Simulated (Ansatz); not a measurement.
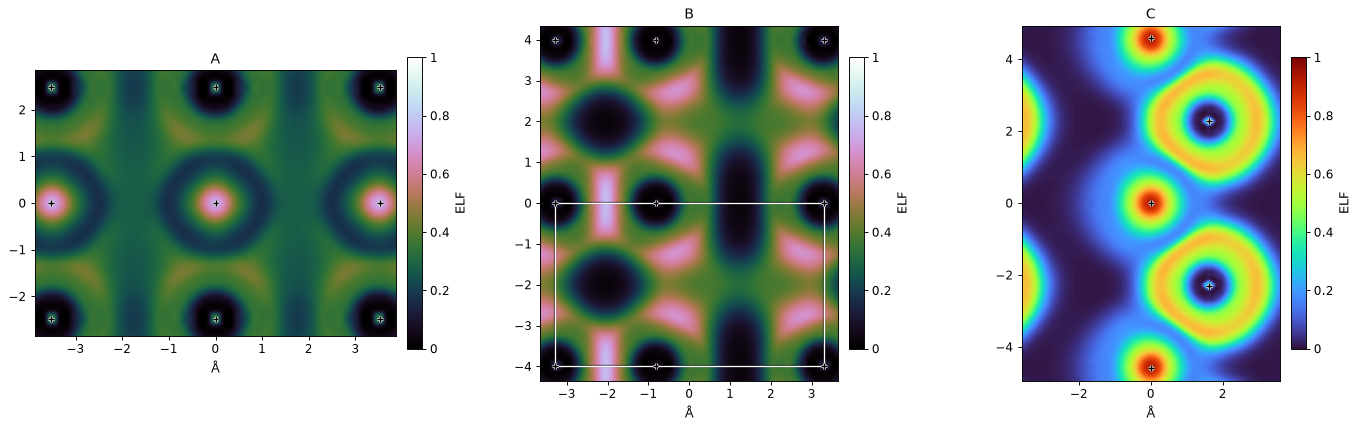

The ELF of 3 systems, each on a plane through atoms (crosses mark nuclei in the plane).

Computed with DFT PBEsol, scalar-relativistic, plane waves, PAW in Ansatz.

System 1: CdTe, the (101) plane of the conventional cell. Space group F-43m.

```xyz
8
Lattice="6.4897 0.0000 0.0000 0.0000 0.0000 -6.4897 0.0000 6.4897 0.0000" Properties=species:S:1:pos:R:3 pbc="T T T"
Cd    3.2448    0.0000   -3.2448
Cd    0.0000    3.2448   -3.2448
Cd    0.0000    0.0000    0.0000
Cd    3.2448    3.2448    0.0000
Te    1.6224    1.6224   -4.8672
Te    4.8672    4.8672   -4.8672
Te    4.8672    1.6224   -1.6224
Te    1.6224    4.8672   -1.6224
```

System 2: Ge, the (11̄0) plane of the conventional cell. Space group P6₃/mmc; a structure from a database of computed crystals, not necessarily the ambient phase.

```
Ge
1.0
     3.99864    0.00000    0.00000
    -1.99932    3.46292    0.00000
     0.00000    0.00000    6.59206
Ge
4
Direct
  0.66667 0.33333 0.06278
  0.33333 0.66667 0.56278
  0.66667 0.33333 0.43722
  0.33333 0.66667 0.93722
```

System 3: Ni$_{3}$Ge, the (101) plane of the conventional cell. Space group Pm-3m; a structure from a database of computed crystals, not necessarily the ambient phase; computed without spin polarisation.

```
Ni Ge
1.0
     3.52491    0.00000    0.00000
     0.00000    3.52491    0.00000
     0.00000    0.00000    3.52491
Ni Ge
3 1
Direct
  0.50000 0.00000 0.50000
  0.00000 0.50000 0.50000
  0.50000 0.50000 0.00000
  0.00000 0.00000 0.00000
```

**Match each panel to its system.**

Panel A is system 3, Ni$_{3}$Ge: the plane holds Ni and Ge. Ni–Ge (2.49 Å): the ELF is about 0.35 at the midpoint. Panel B is system 2, Ge: the plane holds Ge. Ge–Ge (2.47 Å): the ELF peaks at about 0.75 between the atoms. Panel C is system 1, CdTe: the plane holds Cd and Te. Cd–Te (2.81 Å): the ELF is about 0.50 at the midpoint.
